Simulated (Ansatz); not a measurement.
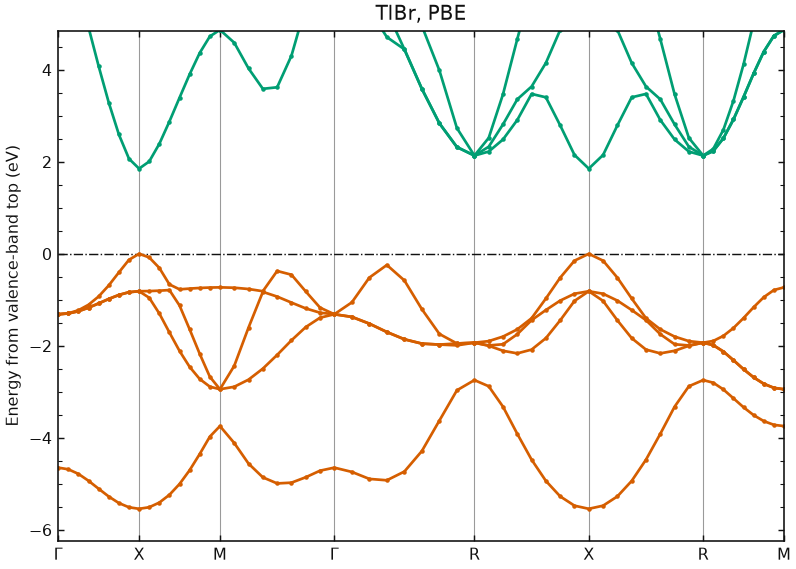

Band structure. Energies are counted from the top of the valence band. The path runs straight from each named point to the next.

Question: Which Bravais lattice do the labels of the path belong to?

Answer: A simple cubic lattice: the path Γ–X–M–Γ–R–X–R–M runs through the special points of its Brillouin zone.

System: TlBr, space group Pm-3m (No. 221), 2 atoms in the cell; a = 3.98 Å, b = 3.98 Å, c = 3.98 Å, α = 90.00°, β = 90.00°, γ = 90.00°.

Ansatz; DFT with PBE, PAW plane waves, no spin polarisation, 7×7×7 k mesh.

Question: Read off the fundamental gap and say whether it is direct.

Answer: A semiconductor. The gap along this path is 1.85 eV and direct: both edges lie at X.

Question: What are the direct gaps at X and R?

Answer: The direct gaps are 1.85 eV at X and 4.07 eV at R.

Question: How many bands meet at the valence-band top?

Answer: The top valence level at X is a single band, not degenerate (spin aside).

Spin-orbit coupling is left out, which matters for Tl.
